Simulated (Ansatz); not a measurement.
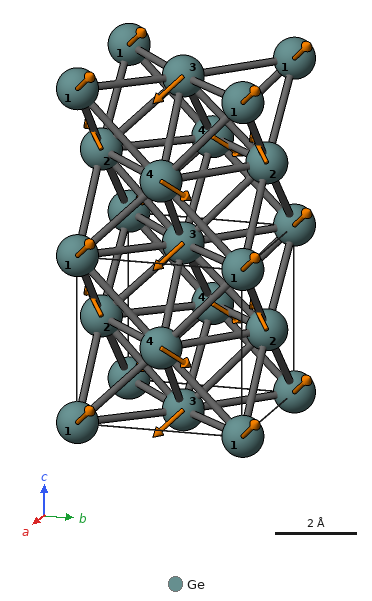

This is a relaxation of crystalline Ge (built on the N_198 type). The starting structure is drawn; orange arrows show the displacements (the part carried along by the change of the cell is left out), 3 times their true length.

Style: ball-and-stick. Shown: the cell of the calculation, repeated 1 × 1 × 2 with one cell outlined, slightly off an axis.

Case: N type (P2_13, No. 198).

The calculation used DFT PBE, scalar-relativistic, plane waves, PAW (Ansatz 0.2.0).

Input
```yaml
crystal:
  lattice:
    - [4.288527113, 0.0, 0.0]
    - [0.0, 4.288527113, 0.0]
    - [0.0, 0.0, 4.288527113]
  atoms:
    - { symbol: Ge, position: [0.0082680124, 0.0082680124, 0.0082680124] }
    - { symbol: Ge, position: [0.4917319876, 0.9917319876, 0.5082680124] }
    - { symbol: Ge, position: [0.5082680124, 0.4917319876, 0.9917319876] }
    - { symbol: Ge, position: [0.9917319876, 0.5082680124, 0.4917319876] }
basis:
  ecutwfc: 420
kpoints:
  mp_grid: { grid: [12, 12, 12] }
hamiltonian:
  xc: pbe
scf:
  occupations: { method: gaussian, width: 0.1 }
output:
  forces: true
  stress: true
  eigenvalues: true
relax:
  adjacent_minimum: "off"
  f_tol: 0.01
  max_steps: 80
  cell: { stress_tol: 0.05 }
```

Question: What did the optimiser do to the structure, and how much energy did it gain?

Answer: Over 7 accepted moves (8 points after the start) the energy falls by 24.2 meV per atom. Largest force component: 0.029 eV/Å at the start, 0.0018 eV/Å at the end. The pressure goes from −0.50 to −0.01 GPa. The SCF was repeated once at an unchanged geometry on a basis and grid sized afresh for the cell, which shifted the energy by 0.1 meV per atom at most. The largest moves relative to the cell, 0.35 Å, are those of Ge1, Ge2, Ge3 and Ge4. Ge2 goes along [−1 −1 1]. Cell: a = b = c 4.289 → 4.343 Å (+1.3 %). Volume +3.9 %. Among the contacts that change: Ge1–Ge2 3.084 → 3.462 Å, Ge1–Ge2 (another image) 2.984 → 2.794 Å. Among the angles between lasting bonds that change: Ge2–Ge1–Ge3 62.2° → 76.6°, Ge2–Ge1–Ge4 122.2° → 135.1°, Ge2–Ge1–Ge2 91.9° → 102.0°. The space group stays P2_13 (No. 198).
